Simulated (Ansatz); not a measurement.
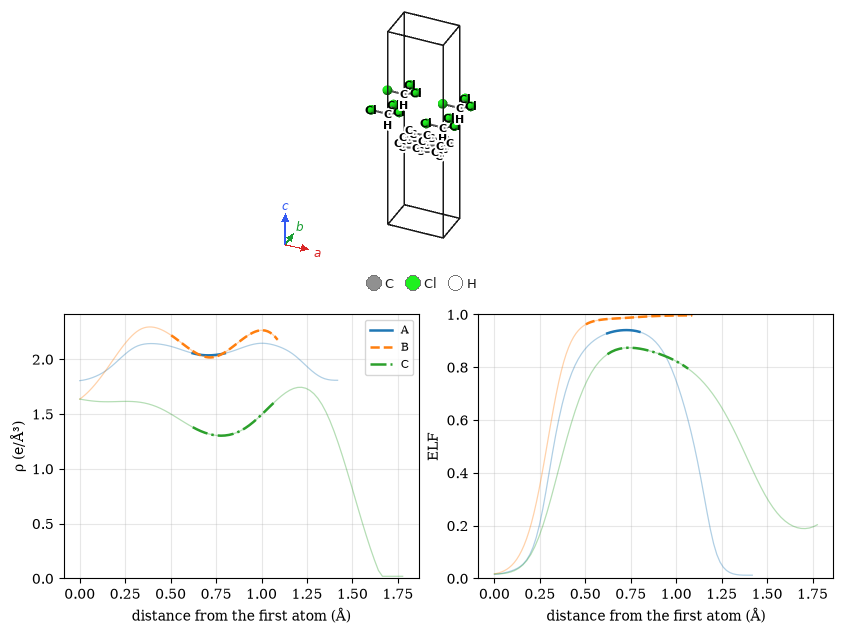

The picture shows: HC$_{19}$Cl$_{3}$ (slab). Valence charge density (pseudo) and electron localisation function along straight lines between neighbouring atoms. Thin, pale parts lie inside the atomic spheres. The structure is drawn too.

Method: DFT PBE+D3(BJ), scalar-relativistic, plane waves, PAW (Ansatz).

Core electrons are frozen (PAW), and the valence fields are smoothed inside the atomic spheres.

```cif
data_structure
_symmetry_space_group_name_H-M 'P 1'
_symmetry_Int_Tables_number 1
_cell_length_a 7.3951
_cell_length_b 7.3951
_cell_length_c 19.7037
_cell_angle_alpha 90.000
_cell_angle_beta 90.000
_cell_angle_gamma 120.000
_cell_volume 933.20
loop_
_atom_site_label
_atom_site_type_symbol
_atom_site_fract_x
_atom_site_fract_y
_atom_site_fract_z
_atom_site_occupancy
C1 C 0.55556 0.44444 0.40601 1
C2 C 0.55480 0.77792 0.40589 1
C3 C 0.55575 0.11195 0.40602 1
C4 C 0.88824 0.44464 0.40602 1
C5 C 0.88905 0.77854 0.40535 1
C6 C 0.88885 0.11114 0.40535 1
C7 C 0.22248 0.44539 0.40589 1
C8 C 0.22227 0.77772 0.40589 1
C9 C 0.22165 0.11135 0.40535 1
C10 C 0.44490 0.22297 0.40593 1
C11 C 0.44394 0.55606 0.40599 1
C12 C 0.44414 0.88873 0.40599 1
C13 C 0.77723 0.22276 0.40593 1
C14 C 0.77743 0.55530 0.40593 1
C15 C 0.77804 0.88954 0.40534 1
C16 C 0.11086 0.22215 0.40534 1
C17 C 0.11147 0.55625 0.40599 1
C18 C 0.11065 0.88934 0.40534 1
Cl1 Cl 0.75795 0.78596 0.59901 1
C19 C 0.99996 0.00011 0.57225 1
Cl2 Cl 0.02785 0.24211 0.59904 1
Cl3 Cl 0.21409 0.97221 0.59899 1
H1 H 0.99994 0.00015 0.51703 1
```

Which curve belongs to which contact (C–C, C–Cl and C–H)? The first atom named is at distance zero.

Answer. Curve A: C–C (1.42 Å): ρ is about 2 e/Å³ halfway; the ELF peaks at about 0.95 between the atoms, as expected for a covalent bond. Curve B: C–H (1.09 Å): ρ at the midpoint is about 2.2 e/Å³; the ELF is about 1 at the midpoint; a covalent bond by its length. Curve C: C–Cl (1.78 Å): ρ is about 1.4 e/Å³ halfway; the ELF peaks at about 0.85 between the atoms, as expected for a covalent bond.
